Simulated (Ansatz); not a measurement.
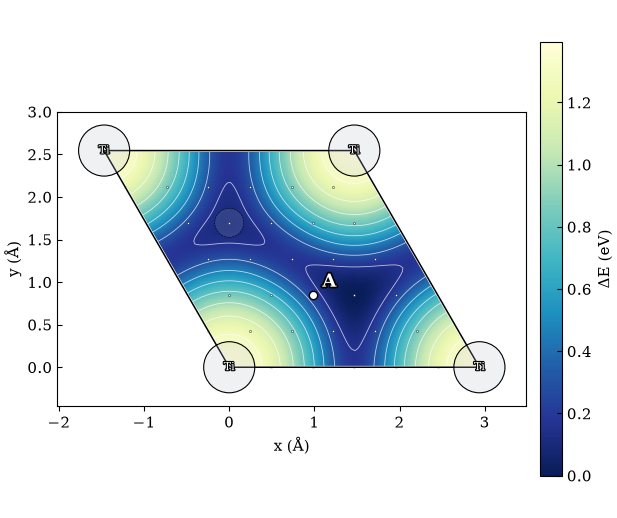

S on a Ti(001) slab cut from the P6_3/mmc phase, its upper half relaxed before the scan (16 atoms of substrate and one adsorbate in a 2 × 2 cell). 
- S is moved over the surface cell; relaxed at each place: the height of the adsorbate's atoms; substrate rigid; the origin of the map has the adsorbate above Ti13.
- Places are given modulo a cell vector. The map is drawn in real space over the plane of the surface.
- The scan uses a 6 × 6 grid; 10 points were computed and 26 follow by symmetry.
- Places are given in fractions of the 1 × 1 surface cell.
- Energies: eV, counted from the lowest grid point.
- All numbers below come from DFT PBE, scalar-relativistic, plane waves, PAW (Ansatz 0.2.0). Settings: cutoff 420 eV, k-mesh 6×6×1, gaussian smearing 0.1 eV, no spin polarisation.

The picture shows a smooth colour map with a few white contour lines, dots at the grid points, labelled circles for the atoms of the top layer and small ones for the second layer, the outline of one cell of the plane, the point A. Between grid points the surface is interpolated.

Q: Which way does the force act at A, and how strong is it?

A: A, at (3/6, 2/6) of the cell vectors, is not a stationary point. The computed force is 1.1 eV/Å in the plane, pointing up and right in the picture (components 0.9 and 0.7 eV/Å).

PAW datasets: the set soft_1.
